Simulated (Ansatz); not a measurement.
# TiO: what the fields show

The calculation's input:

```
crystal:
  lattice:
    - [3.0904464648, 0.0, 0.0]
    - [-1.5452232324, 2.6764051475, 0.0]
    - [0.0, 0.0, 3.3012004352]
  atoms:
    - { symbol: Ti, position: [0.6666666667, 0.3333333333, 0.0] }
    - { symbol: O, position: [0.0, 0.0, 0.5] }
hamiltonian:
  xc: pbesol
  pseudopotentials: { kind: paw }
kpoints:
  mp_grid: { grid: [10, 10, 8] }
scf:
  occupations: { method: fermi_dirac, width: 0.05 }
output:
  forces: true
  stress: true
  eigenvalues: true
  write_density: true
  write_potential: true
  elf: true
  volumetric_format: npy
```

Run with:

```sh
ansatz run input.yaml --threads 2 --pin off --max-ram 5632MiB --backend cpu --events-out ev --progress --plain --runs-dir out
```

Below, planes, directions and counts refer to the conventional cell (a = 3.09 Å, b = 3.09 Å, c = 3.30 Å, α = 90.00°, β = 90.00°, γ = 120.00°).

Space group P-6m2; computed pressure about −42 GPa in this cell.

Computed with Kohn-Sham DFT of a periodic cell, PBEsol, Ansatz PAW (Ansatz).

The density is the valence pseudo-density of a PAW calculation; it isn't the true density close to the nuclei.

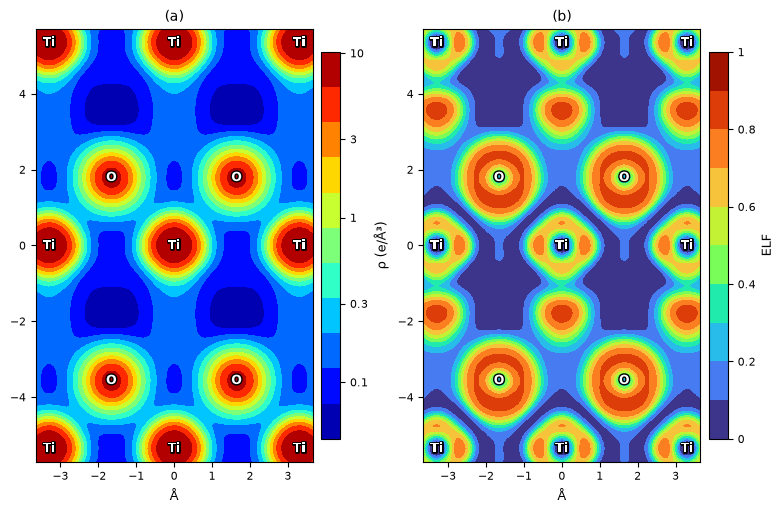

Figure 1. (a) valence pseudo-density; (b) ELF on the (110) plane of the conventional cell.

Interpret the plot.

The plane passes through Ti and O nuclei. Ti–O (2.43 Å): ρ at the midpoint is about 0.23 e/Å³; the ELF is about 0.10 at the midpoint; no shared electron pair shows on this line. Between the atoms the lowest density in this plane is 0.05 e/Å³. The ELF has a maximum of about 0.85 in the space between the atoms, on no atom or two-centre bond. The features right at Ti lie inside the PAW spheres, where the map follows smoothed inner orbitals and isn't to be read closely.

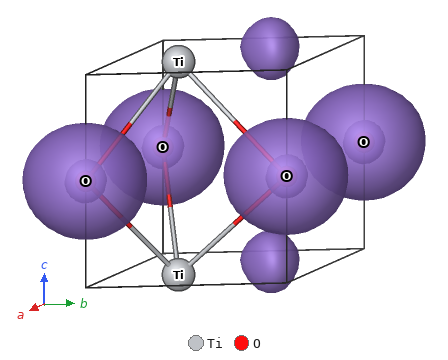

Figure 2. Isosurface of the ELF at 0.65 (purple), seen slightly off an axis. Core shells and regions of very low density are left out. Sticks mark near contacts.

Describe the localisation domains.

The surface consists of one region wrapped around O (its valence shell) and one pocket between the atoms, centred on no nucleus (multi-centre or interstitial), counted in one cell of 2 atoms. Any copies at cell faces, edges or corners count once.
